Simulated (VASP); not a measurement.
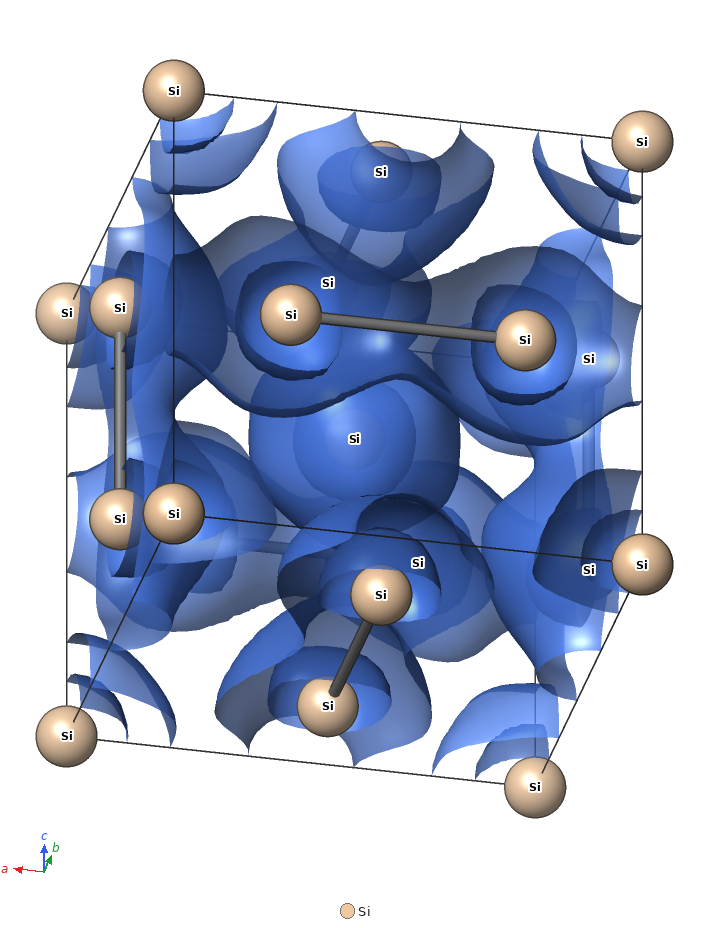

*Si. Isosurface of the electron localisation function at 0.6 (blue), seen at an oblique angle. Core shells and regions of very low density are left out. Sticks mark near contacts.*

Space group Pm-3n; a generated structure, not necessarily the stable one.

The calculation used VASP 6.6.1, Kohn-Sham DFT of a periodic cell, PBEsol, VASP PAW PBE potentials, recommended.

Core electrons are frozen (PAW), and the valence fields are smoothed inside the atomic spheres.

```
Si
1.0
     4.86773    0.00000    0.00000
     0.00000    4.86773    0.00000
     0.00000    0.00000    4.86773
Si
8
Cartesian
  0.0000 0.0000 0.0000
  2.4339 2.4339 2.4339
  1.2169 0.0000 2.4339
  3.6508 0.0000 2.4339
  2.4339 1.2169 0.0000
  2.4339 3.6508 0.0000
  0.0000 2.4339 1.2169
  0.0000 2.4339 3.6508
```

Identify the bonds, lone pairs and shells in this picture.

Answer. At this value the surface marks out two regions wrapped around Si (the valence shell of each) and channels that run through the cell in one direction, counted in one cell of 8 atoms. Any copies at cell faces, edges or corners count once. Profiles from the grid: Si–Si (2.43 Å): the ELF peaks at about 0.80 between the atoms; localised, covalent bonding.
